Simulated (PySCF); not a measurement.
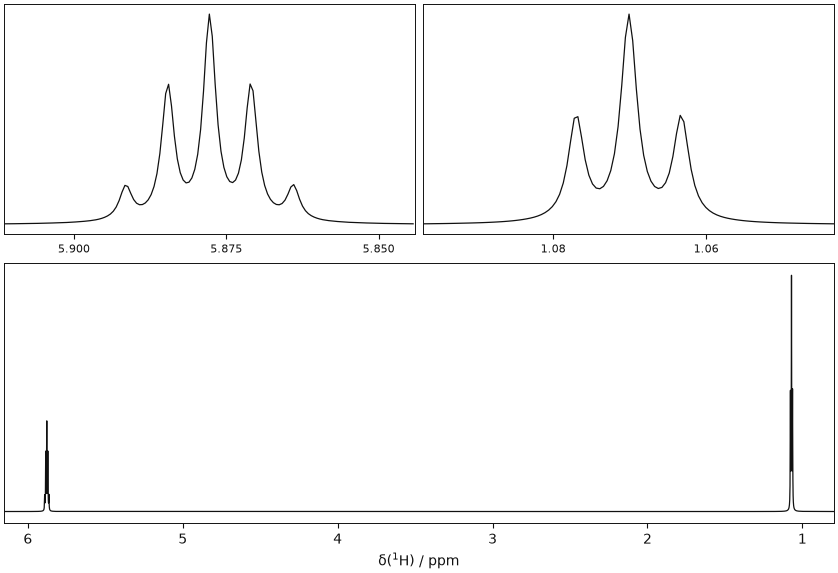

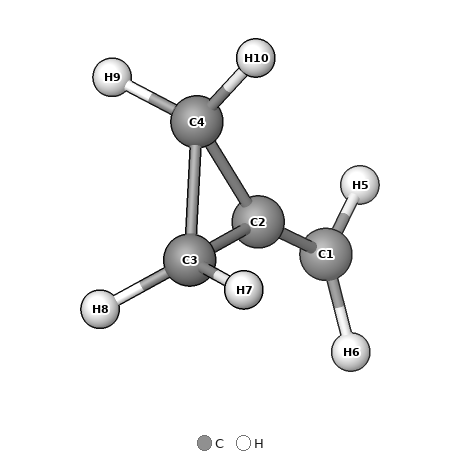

C₄H₆ (methylenecyclopropane), SMILES C=C1CC1. Simulated ¹H spectrum at 400 MHz, line width 1.0 Hz, from GIAO shifts (PBE0/pcSseg-1, against TMS) and couplings (B3LYP/pcJ-1), PySCF, at a GFN2-xTB geometry (no frequency check). Gas phase, values of one conformer, averaged over methyl-type rotors and exact or near symmetry; couplings among ¹H are treated exactly, other nuclei are left out. The spin-dipole term of J is left out for all pairs. The upper panels enlarge each group of lines, each scaled alone.

Assign the signals.

Answer.
```csv
δ (ppm),nuclei,atoms
5.88,2,"H5, H6"
1.07,4,"H7, H8, H9, H10"
```

Give the coupling constants used.

Answer.
```tsv
pair	J (Hz)
H7–H10, H8–H9	11.3
H7–H9, H8–H10	6.6
H5–H7, H5–H8, H6–H9, H6–H10	−3.1
H5–H9, H5–H10, H6–H7, H6–H8	−2.4
H5–H6	−0.7
```

Not listed: couplings under 0.5 Hz, those between magnetically equivalent nuclei.

Caveats, for all or some of the runs: the tight-binding geometry is rougher than a DFT one and adds to the error.
